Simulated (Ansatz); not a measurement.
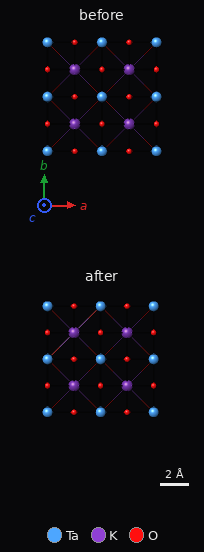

The structure of a crystal of KTaO$_{3}$ (set up in Pm-3m) before (top) and after (bottom) a relaxation, at one scale.

Style: ball-and-stick. Shown: the cell of the calculation, repeated 2 × 2 × 1 with one cell outlined, along the c axis.

The run lets cell and atoms move.

Computed with Kohn-Sham DFT of a periodic cell, r2SCAN, Ansatz PAW (Ansatz).

Input file:
```yaml
crystal:
  lattice:
    - [3.9883, 0.0, 0.0]
    - [0.0, 3.9883, 0.0]
    - [0.0, 0.0, 3.9883]
  atoms:
    - { symbol: Ta, position: [0.0, 0.0, 0.0] }
    - { symbol: K, position: [0.5, 0.5, 0.5] }
    - { symbol: O, position: [0.0, 0.0, 0.5] }
    - { symbol: O, position: [0.0, 0.5, 0.0] }
    - { symbol: O, position: [0.5, 0.0, 0.0] }
hamiltonian:
  xc: r2scan
  pseudopotentials: { kind: paw }
kpoints:
  mp_grid: { grid: [7, 7, 7] }
scf:
  occupations: { method: fermi_dirac, width: 0.05 }
output:
  forces: true
  stress: true
  eigenvalues: true
relax:
  f_tol: 0.01
  max_steps: 40
  cell: { stress_tol: 0.05, p_target: 20.0 }
```

Run as
```bash
ansatz run input.yaml --threads 2 --pin off --max-ram 5632MiB --backend cpu --events-out ev --progress --plain --runs-dir out
```

Describe what moved and what it gained.

The atoms keep their places relative to the cell (all moves are under 0.005 Å). The drawn cell changes as follows: a = b = c 3.988 → 3.885 Å (−2.6 %); the volume changes by −7.6 %. Among the contacts that change: K–Ta 3.454 → 3.364 Å, K–O 2.820 → 2.747 Å, O–Ta 1.994 → 1.942 Å. The space group stays Pm-3m (No. 221). After 3 accepted moves (4 points after the start) the energy has risen by 0.285 eV per cell of the calculation. With the target pressure of 20 GPa, the enthalpy E + pV changes by −0.316 eV per cell of the calculation. All forces vanish by symmetry, so only the cell relaxes. Pressure: 0.30 GPa at the start and 20.02 GPa at the end. At 1 point the geometry stayed and the basis and grid were re-selected for the new cell (energy shift of 2.7 meV per cell of the calculation at most each time). The run took 16 s on 2 threads of Arm Neoverse V1 (shared host), peak memory 0.48 GiB.
